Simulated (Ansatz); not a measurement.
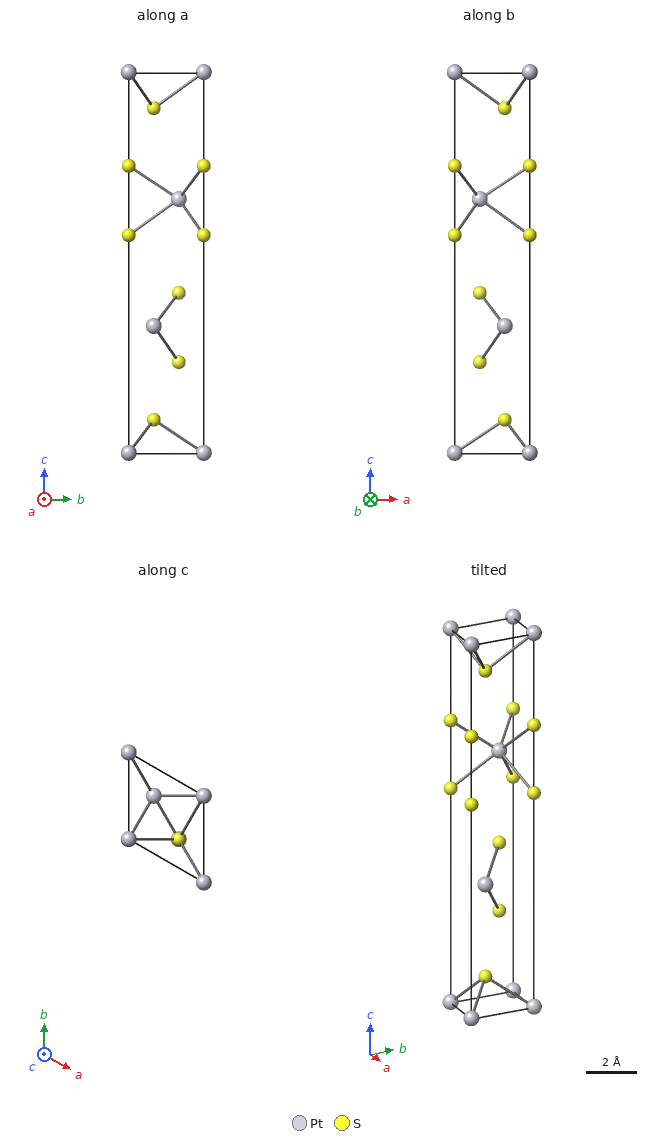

We look at a ball-and-stick model of the crystal along the a axis, along the b axis, along the c axis and slightly off an axis. One conventional unit cell is framed, with atoms on its boundary repeated.

Lattice parameters: a = 3.4783 Å, b = 3.4783 Å, c = 15.2876 Å, α = 90.000°, β = 90.000°, γ = 120.000°.

**Transcribe the picture into a CIF with its space group and independent sites, with free fractional coordinates to two decimals.**

```cif
data_structure
_symmetry_space_group_name_H-M 'R 3 m :H'
_symmetry_Int_Tables_number 160
_cell_length_a 3.4783
_cell_length_b 3.4783
_cell_length_c 15.2876
_cell_angle_alpha 90.000
_cell_angle_beta 90.000
_cell_angle_gamma 120.000
_cell_volume 160.18
loop_
_atom_site_label
_atom_site_type_symbol
_atom_site_symmetry_multiplicity
_atom_site_Wyckoff_symbol
_atom_site_fract_x
_atom_site_fract_y
_atom_site_fract_z
_atom_site_occupancy
Pt1 Pt 3 a 0.00 0.00 0.00 1
S1 S 3 a 0.3333 0.6667 0.24 1
S2 S 3 a 0.6667 0.3333 0.09 1
```

The model was built from a structure type filled with these elements by a generator (whether the compound takes this form wasn't checked). It was relaxed with Ansatz, DFT, r2SCAN+rVV10, plane waves, PAW.
